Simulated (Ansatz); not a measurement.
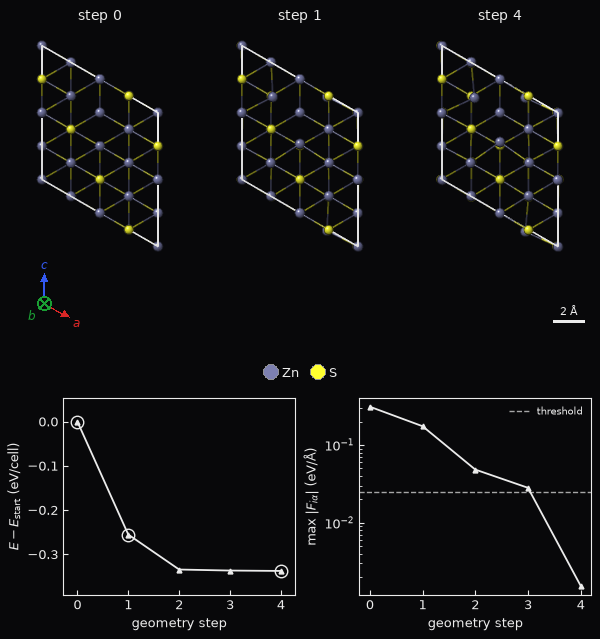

Frames of a relaxation of a defect cell of composition Zn$_{16}$S$_{15}$, marked on the history of the run. The picture is a ball-and-stick view of the cell of the calculation (origin shifted), seen along the b axis.

Case: S vacancy (site d), charge +0, atoms relaxed at the host's cell.

The calculation used DFT PBE, scalar-relativistic, plane waves, PAW in Ansatz.

The input:
```yaml
crystal:
  lattice:
    - [-5.4423087469, -5.4423087469, 5.4423087469]
    - [5.4423087469, 5.4423087469, 5.4423087469]
    - [-5.4423087469, 5.4423087469, -5.4423087469]
  atoms:
    - { symbol: Zn, position: [0.25, 0.5, 0.25] }
    - { symbol: Zn, position: [0.5, 0.5, 0.0] }
    - { symbol: Zn, position: [0.25, 0.75, 0.0] }
    - { symbol: Zn, position: [0.75, 0.5, 0.75] }
    - { symbol: Zn, position: [0.5, 0.75, 0.75] }
    - { symbol: Zn, position: [0.25, 0.0, 0.75] }
    - { symbol: Zn, position: [0.0, 0.5, 0.5] }
    - { symbol: Zn, position: [0.75, 0.75, 0.5] }
    - { symbol: Zn, position: [0.5, 0.0, 0.5] }
    - { symbol: Zn, position: [0.25, 0.25, 0.5] }
    - { symbol: Zn, position: [0.0, 0.75, 0.25] }
    - { symbol: Zn, position: [0.75, 0.0, 0.25] }
    - { symbol: Zn, position: [0.5, 0.25, 0.25] }
    - { symbol: Zn, position: [0.0, 0.0, 0.0] }
    - { symbol: Zn, position: [0.75, 0.25, 0.0] }
    - { symbol: Zn, position: [0.0, 0.25, 0.75] }
    - { symbol: S, position: [0.25, 0.25, 0.75] }
    - { symbol: S, position: [0.0, 0.5, 0.75] }
    - { symbol: S, position: [0.5, 0.25, 0.5] }
    - { symbol: S, position: [0.25, 0.5, 0.5] }
    - { symbol: S, position: [0.0, 0.75, 0.5] }
    - { symbol: S, position: [0.75, 0.25, 0.25] }
    - { symbol: S, position: [0.5, 0.5, 0.25] }
    - { symbol: S, position: [0.25, 0.75, 0.25] }
    - { symbol: S, position: [0.0, 0.0, 0.25] }
    - { symbol: S, position: [0.75, 0.5, 0.0] }
    - { symbol: S, position: [0.5, 0.75, 0.0] }
    - { symbol: S, position: [0.25, 0.0, 0.0] }
    - { symbol: S, position: [0.75, 0.75, 0.75] }
    - { symbol: S, position: [0.5, 0.0, 0.75] }
    - { symbol: S, position: [0.75, 0.0, 0.5] }
  host:
    lattice:
      - [0.0, 2.7211543734, 2.7211543734]
      - [2.7211543734, 0.0, 2.7211543734]
      - [2.7211543734, 2.7211543734, 0.0]
    atoms:
      - { symbol: Zn, position: [0.0, 0.0, 0.0] }
      - { symbol: S, position: [0.25, 0.25, 0.25] }
basis:
  ecutwfc: 420
  xc_grid: 2
kpoints:
  mp_grid: { grid: [2, 2, 2], shift: [0.5, 0.5, 0.5] }
hamiltonian:
  xc: pbe
scf:
  occupations: { method: gaussian, width: 0.01 }
output:
  forces: true
  stress: false
  eigenvalues: true
  charged_corrections:
    defect_position: [0.0, 0.25, 0.0]
    epsilon: [[9.3732, 0.0, 0.0], [0.0, 9.3732, 0.0], [0.0, 0.0, 9.3732]]
relax:
  adjacent_minimum: "off"
  f_tol: 0.025
  max_steps: 45
```

Launched with:
```bash
ansatz run input.yaml --threads 4 --pin off --max-ram 6144MiB --backend cpu --events-out ev --progress --plain --runs-dir out
```

> What happens along the run?

Over 4 geometry steps the energy falls by 0.338 eV per cell of the calculation. Largest force component: 0.31 eV/Å at the start, 0.0015 eV/Å at the end. The largest moves, 0.29 Å, are those of Zn1, Zn14, Zn15 and Zn16. Zn16 goes along +c. By element the largest moves are Zn 0.29 Å, S 0.06 Å. The cell stays as it was. Among the contacts that change: Zn14–S25 2.357 → 2.410 Å, Zn10–S17 2.357 → 2.384 Å. Bond angles that change, for instance: S17–Zn16–S18 109.5° → 103.3°, Zn6–S30–Zn15 109.5° → 115.6°, S29–Zn5–S30 109.5° → 107.0°. The run took 48 s on 4 threads of Arm Neoverse V2 (shared host), peak memory 1.3 GiB. From step 0 to 1: Zn atoms move most (0.15 Å), energy −0.255 eV per cell of the calculation. From step 1 to 4: Zn atoms move most (0.13 Å), energy −82.3 meV per cell of the calculation.
